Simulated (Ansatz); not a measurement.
# Single-point calculation of Ta (part 2 of 2)

Continued. System: Ta (slab, 27 atoms in the cell). Method: DFT PBE+D3(BJ), scalar-relativistic, plane waves, PAW, no spin polarisation (Ansatz 0.2.0); cutoff 420 eV, 3×3×1 k-mesh, Gaussian smearing of 0.1 eV. The structure derives from an entry of the Crystallography Open Database. It belongs to a series of runs on one base structure; here: the slab at its places in the relaxed adsorbed structure.

## Output, continued
```
  k-point 1: bands = ["-65.8137", "-65.7980", "-65.7631", "-65.7265", "-65.7119", "-65.7021", "-65.6908", "-65.6867", "-65.6835", "-65.6719", "-65.6559", "-65.6490", "-65.6452", "-65.6291", "-65.6256", "-65.6190", "-65.5884", "-65.5475", "-65.5114", "-65.4663", "-65.3838", "-65.3481", "-65.3450", "-65.3310", "-65.3180", "-65.2983", "-65.2726", "-32.7647", "-32.6863", "-32.6667", "-32.6547", "-32.6488", "-32.6346", "-32.6231", "-32.6101", "-32.6060", "-32.5948", "-32.5882", "-32.5798", "-32.5633",
      "-32.5477", "-32.5275", "-32.4895", "-32.4816", "-32.4706", "-32.4504", "-32.4461", "-32.4415", "-32.4280", "-32.4127", "-32.4110", "-32.3979", "-32.3878", "-32.3773", "-32.3574", "-32.3427", "-32.3260", "-32.2972", "-32.2915", "-32.2683", "-32.2595", "-32.2513", "-32.2399", "-32.2214", "-32.2165", "-32.2080", "-32.1991", "-32.1782", "-32.1720", "-32.1352", "-32.0853", "-32.0694", "-32.0497", "-32.0266", "-31.9957", "-31.9863", "-31.9752", "-31.9679", "-31.9512", "-31.9456",
      "-31.8959", "-31.8875", "-31.8778", "-31.8445", "-31.8382", "-31.8224", "-31.8113", "-31.8010", "-31.7853", "-31.7663", "-31.7577", "-31.7251", "-31.7100", "-31.6910", "-31.6899", "-31.6862", "-31.6730", "-31.6467", "-31.6383", "-31.6312", "-31.6234", "-31.6186", "-31.5956", "-31.5479", "-31.5315", "-31.4890", "-31.4821", "-31.4724", "-5.2713", "-4.2385", "-3.5980", "-3.1093", "-2.8365", "-2.7294", "-2.5376", "-2.4717", "-2.4611", "-2.2392", "-2.0306", "-1.9948",
      "-1.7975", "-1.6159", "-1.5545", "-1.5323", "-1.4757", "-1.4390", "-1.3581", "-1.2909", "-1.2528", "-1.0849", "-1.0069", "-0.9316", "-0.8315", "-0.7810", "-0.7409", "-0.2518", "-0.1087", "-0.0702", "-0.0485", "-0.0053", "0.0393", "0.0629", "0.1031", "0.1445", "0.1736", "0.1928", "0.2148", "0.2370", "0.2616", "0.2779", "0.3024", "0.3560", "0.5151", "0.6262", "0.7403", "0.7680", "0.7891", "0.8498", "0.8612", "0.9524",
      "0.9828", "1.0415", "1.0871", "1.1488", "1.2068", "1.2477", "1.2941", "1.3347", "1.3676", "1.3740", "1.4165", "1.4486", "1.5503", "1.5593", "1.7493", "1.7696", "1.8236", "1.8441", "1.8886", "2.0354", "2.1765", "2.2752", "2.2832", "2.3816", "2.4938", "2.5501", "2.5682", "2.6214", "2.7455", "2.8079", "2.9012", "3.0495", "3.0618", "3.1084", "3.1809", "3.3646", "3.4098", "3.4975", "3.5576", "3.6154",
      "3.9412", "4.0263", "4.1629", "4.1955", "4.4124", "4.4262", "4.5601", "4.5895", "4.6200", "4.7257", "4.7731"]
  k-point 2: bands = ["-65.8147", "-65.7978", "-65.7609", "-65.7254", "-65.7127", "-65.7056", "-65.6899", "-65.6892", "-65.6813", "-65.6675", "-65.6587", "-65.6538", "-65.6419", "-65.6308", "-65.6275", "-65.6126", "-65.5898", "-65.5479", "-65.5121", "-65.4646", "-65.3825", "-65.3586", "-65.3426", "-65.3246", "-65.3173", "-65.2979", "-65.2742", "-32.7599", "-32.6838", "-32.6580", "-32.6506", "-32.6442", "-32.6356", "-32.6267", "-32.6080", "-32.6023", "-32.5995", "-32.5914", "-32.5809", "-32.5647",
      "-32.5466", "-32.5276", "-32.4946", "-32.4800", "-32.4731", "-32.4647", "-32.4463", "-32.4381", "-32.4289", "-32.4185", "-32.4051", "-32.4041", "-32.3870", "-32.3799", "-32.3587", "-32.3458", "-32.3260", "-32.2938", "-32.2828", "-32.2626", "-32.2569", "-32.2516", "-32.2462", "-32.2262", "-32.2239", "-32.2054", "-32.1990", "-32.1733", "-32.1713", "-32.1404", "-32.0730", "-32.0687", "-32.0547", "-32.0162", "-32.0015", "-31.9837", "-31.9787", "-31.9673", "-31.9605", "-31.9437",
      "-31.9005", "-31.8920", "-31.8663", "-31.8546", "-31.8395", "-31.8211", "-31.8147", "-31.8023", "-31.7894", "-31.7670", "-31.7386", "-31.7344", "-31.7047", "-31.6941", "-31.6891", "-31.6837", "-31.6713", "-31.6477", "-31.6448", "-31.6290", "-31.6185", "-31.5964", "-31.5758", "-31.5629", "-31.5498", "-31.5336", "-31.4633", "-31.4508", "-5.2718", "-4.2387", "-3.5984", "-3.1109", "-2.8392", "-2.7343", "-2.5344", "-2.4713", "-2.4638", "-2.2413", "-2.0299", "-1.9882",
      "-1.8016", "-1.6152", "-1.5634", "-1.5424", "-1.4572", "-1.4150", "-1.3701", "-1.2981", "-1.2767", "-1.0919", "-1.0165", "-0.9469", "-0.8178", "-0.7905", "-0.7136", "-0.2341", "-0.1231", "-0.0683", "-0.0034", "-0.0024", "0.0222", "0.0629", "0.0789", "0.1329", "0.1592", "0.1845", "0.1937", "0.2368", "0.2643", "0.2945", "0.3100", "0.3701", "0.5183", "0.6186", "0.7479", "0.7660", "0.7935", "0.8247", "0.8588", "0.8755",
      "1.0278", "1.0529", "1.1405", "1.1505", "1.2184", "1.2695", "1.3083", "1.3439", "1.3666", "1.3778", "1.4026", "1.4364", "1.5451", "1.5637", "1.7530", "1.7687", "1.8160", "1.8453", "1.8724", "1.9677", "2.2207", "2.2694", "2.2974", "2.3899", "2.5016", "2.5356", "2.5799", "2.6134", "2.7743", "2.8383", "2.8476", "3.0140", "3.0455", "3.0845", "3.2099", "3.4030", "3.4395", "3.5045", "3.5445", "3.6111",
      "3.9787", "4.0201", "4.1524", "4.1982", "4.3961", "4.4198", "4.5509", "4.6065", "4.6799", "4.7534", "4.7812"]
  k-point 4: bands = ["-65.8132", "-65.7973", "-65.7629", "-65.7283", "-65.7089", "-65.7037", "-65.6892", "-65.6850", "-65.6797", "-65.6761", "-65.6674", "-65.6480", "-65.6417", "-65.6290", "-65.6284", "-65.6145", "-65.5874", "-65.5474", "-65.5112", "-65.4660", "-65.3810", "-65.3558", "-65.3443", "-65.3284", "-65.3183", "-65.2977", "-65.2717", "-32.7468", "-32.7246", "-32.7131", "-32.6890", "-32.6793", "-32.6712", "-32.6676", "-32.6269", "-32.6231", "-32.6009", "-32.5995", "-32.5943", "-32.5893",
      "-32.5819", "-32.5681", "-32.5612", "-32.5546", "-32.5443", "-32.4815", "-32.4786", "-32.4193", "-32.4024", "-32.3869", "-32.3666", "-32.3498", "-32.3361", "-32.3301", "-32.3004", "-32.2896", "-32.2842", "-32.2742", "-32.2652", "-32.2275", "-32.2154", "-32.2102", "-32.1934", "-32.1805", "-32.1753", "-32.1610", "-32.1512", "-32.1169", "-32.0992", "-32.0928", "-32.0856", "-32.0669", "-32.0475", "-32.0414", "-31.9909", "-31.9584", "-31.9488", "-31.9297", "-31.9210", "-31.9090",
      "-31.8889", "-31.8772", "-31.8684", "-31.8627", "-31.8556", "-31.8482", "-31.8281", "-31.8211", "-31.8040", "-31.7994", "-31.7666", "-31.7615", "-31.7424", "-31.7274", "-31.6918", "-31.6802", "-31.6655", "-31.6486", "-31.6451", "-31.6351", "-31.6253", "-31.6205", "-31.6000", "-31.5820", "-31.5643", "-31.5570", "-31.5442", "-31.5197", "-5.1283", "-3.7647", "-3.5193", "-3.4961", "-3.4482", "-2.4336", "-2.2614", "-2.2244", "-2.2146", "-2.1688", "-2.0744", "-2.0534",
      "-1.9218", "-1.9039", "-1.8686", "-1.7242", "-1.3716", "-1.3460", "-1.3289", "-1.3115", "-1.2600", "-1.2252", "-0.9253", "-0.8993", "-0.8423", "-0.8237", "-0.2550", "-0.2438", "-0.1039", "-0.0797", "-0.0076", "0.0491", "0.0631", "0.1506", "0.1749", "0.2062", "0.2138", "0.3286", "0.3548", "0.4101", "0.5081", "0.5511", "0.5952", "0.6207", "0.6534", "0.6726", "0.7045", "0.7292", "0.7338", "0.7804", "0.8025", "0.8257",
      "0.8729", "0.9095", "0.9467", "1.2832", "1.3363", "1.3469", "1.3758", "1.3904", "1.4240", "1.4698", "1.4917", "1.5193", "1.5636", "1.5855", "1.7096", "1.7200", "1.7287", "1.7746", "1.8488", "1.8606", "1.9143", "1.9544", "1.9768", "2.0626", "2.2187", "2.2335", "2.4477", "2.6202", "2.6453", "2.6847", "2.7428", "2.7817", "3.0164", "3.1692", "3.1896", "3.2767", "3.4095", "3.4870", "3.5713", "3.6635",
      "3.6722", "3.7070", "3.7513", "3.7649", "3.7904", "3.8397", "3.8845", "3.8909", "4.0548", "4.3003", "4.3551"]
```

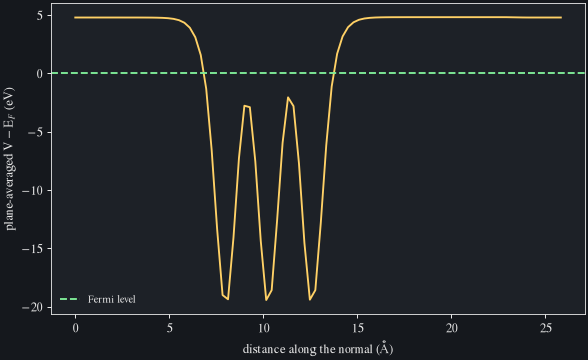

**Figure 1.** Plane average of the electrostatic potential energy of an electron across the cell, from the Fermi level. The vacuum level lies 4.83 eV above the Fermi level on the upper side and 4.80 eV on the lower.

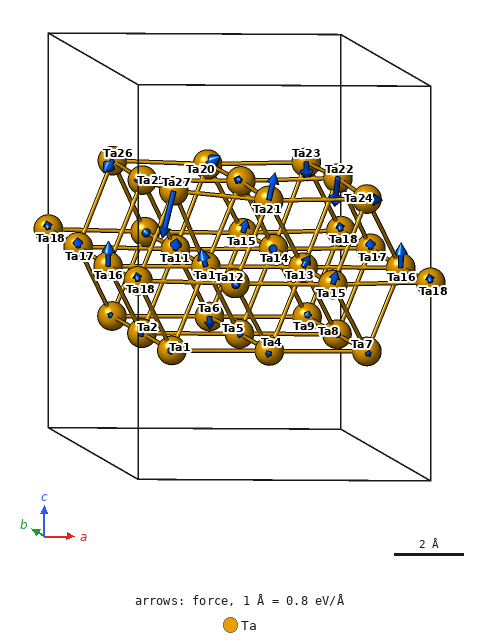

**Figure 2.** Forces on the atoms as blue arrows (ball-and-stick view of the cell of the calculation, with the vacuum cut short, seen slightly off an axis; atoms are numbered from 1 in the order of the input). The largest act on Ta27 (1.16 eV/Å); Ta22 (0.95 eV/Å); Ta21 (0.68 eV/Å); Ta16 (0.62 eV/Å), among others. The geometry is not a stationary point of this energy.

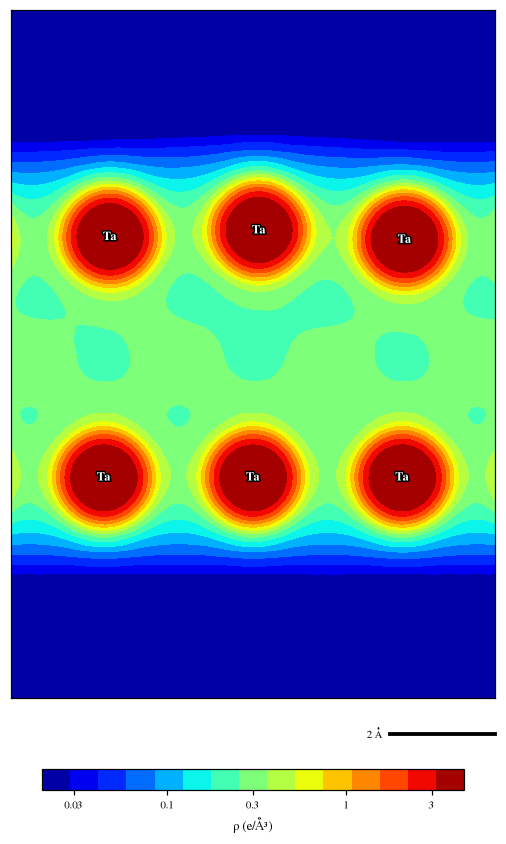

**Figure 3.** Valence pseudo-density on the (100) plane of the calculation cell, a cut from vacuum to vacuum. The section cuts through Ta sites. Ta–Ta (2.78 Å): the density is about 0.36 e/Å³ at the midpoint. Ta–Ta (2.84 Å): ρ is about 0.33 e/Å³ halfway. Ta–Ta (2.84 Å): the density is about 0.33 e/Å³ at the midpoint. The density dies away to nearly zero in the vacuum. The fields are those of the smooth PAW valence density.

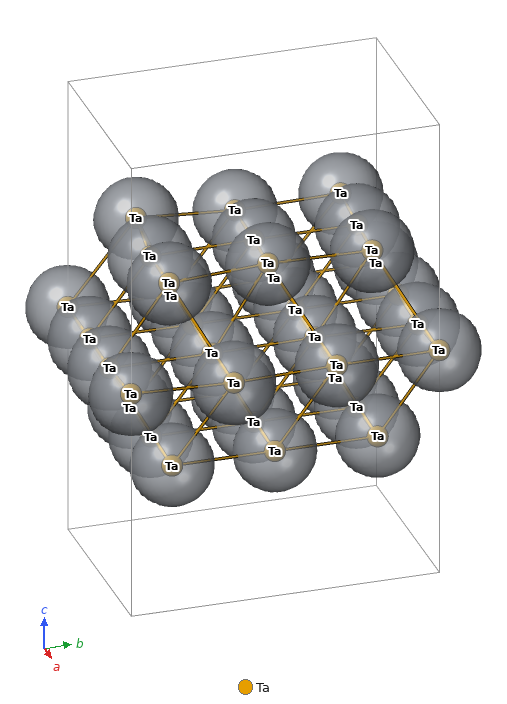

**Figure 4.** Isosurface of the valence pseudo-density at 0.6 e/Å³ (grey), seen slightly off an axis. Sticks mark near contacts. At this value the density breaks into separate islands; it holds about 70 % of the electrons treated as valence (semicore included). It is pinched off along the Ta–Ta (2.75 Å), Ta–Ta (2.79 Å), Ta–Ta (2.83 Å) and Ta–Ta (2.87 Å) contacts. On the grid the lowest density along these lines, outside the cores, is 0.37 e/Å³ (Ta–Ta, 2.75 Å), 0.35 e/Å³ (Ta–Ta, 2.79 Å), 0.33 e/Å³ (Ta–Ta, 2.83 Å) and 0.31 e/Å³ (Ta–Ta, 2.87 Å).

## Summary

```json
{"quantity": "outcome", "value": "converged"}
{"quantity": "electrons treated", "value": "351"}
{"quantity": "free energy", "value": "−268161.5198 eV"}
{"quantity": "work function, top face", "value": "4.83 eV"}
{"quantity": "work function, bottom face", "value": "4.80 eV"}
{"quantity": "Fermi energy", "value": "1.729 eV"}
{"quantity": "gap on the k-point mesh", "value": "none (metallic)"}
{"quantity": "work function (upper face)", "value": "4.83 eV"}
{"quantity": "largest force (length of the vector)", "value": "1.162 eV/Å"}
{"quantity": "hardware", "value": "8 threads of Intel Xeon (Granite Rapids), 32 GiB of memory available, shared host"}
{"quantity": "wall time", "value": "18 s (CPU time 2.2 min)"}
{"quantity": "peak memory", "value": "7.2 GiB"}
```

## Notes

Spin–orbit coupling is left out, which matters for Ta.
